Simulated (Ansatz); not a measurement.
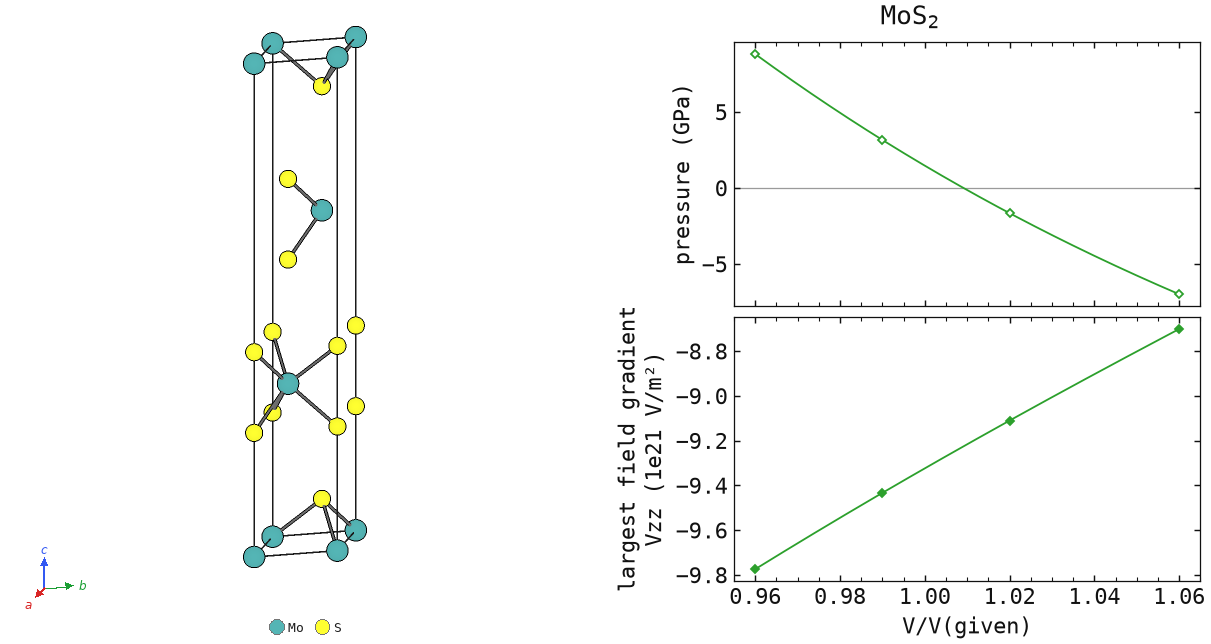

The figure shows the pressure and largest field gradient Vzz against V/V(given) for MoS₂, space group R3m (No. 160). The conventional cell is drawn beside the plot.

Cell as given: a = 6.390 Å, b = 6.390 Å, c = 6.390 Å, α = 28.66°, β = 28.66°, γ = 28.66°; 3 atoms.

Calculation (Ansatz 0.2.0): periodic Kohn-Sham DFT of a crystal at fixed atoms, scaled to the stated factor times the given cell; pressure positive in compression. Level: LDA.

method all-electron PAW; relativity scalar; k mesh 15×15×15; occupations Fermi–Dirac; smearing width 0.05 eV; nucleus Gaussian.

V(given) is 17.68 Å³/atom.

Q: Read off the course of the pressure.

A: It falls from 8.8 GPa at V/V(given) 0.96 to −7.0 GPa at 1.06, and changes sign near 1.01.

Q: How does the largest field gradient Vzz vary with V/V(given)?

A: It rises from −9.774 1e21 V/m² at V/V(given) 0.96 to −8.701 1e21 V/m² at 1.06.

Caveats: field gradient without spin-orbit coupling on heavy atoms; shape and atomic fractions are frozen while scaling, which makes layered, chain and framework solids too stiff.

The computed values:

```tsv
V/V(given)	pressure (GPa)	largest field gradient Vzz (1e21 V/m²)
0.96	8.8	-9.774
0.99	3.2	-9.433
1.02	-1.7	-9.110
1.06	-7.0	-8.701
```
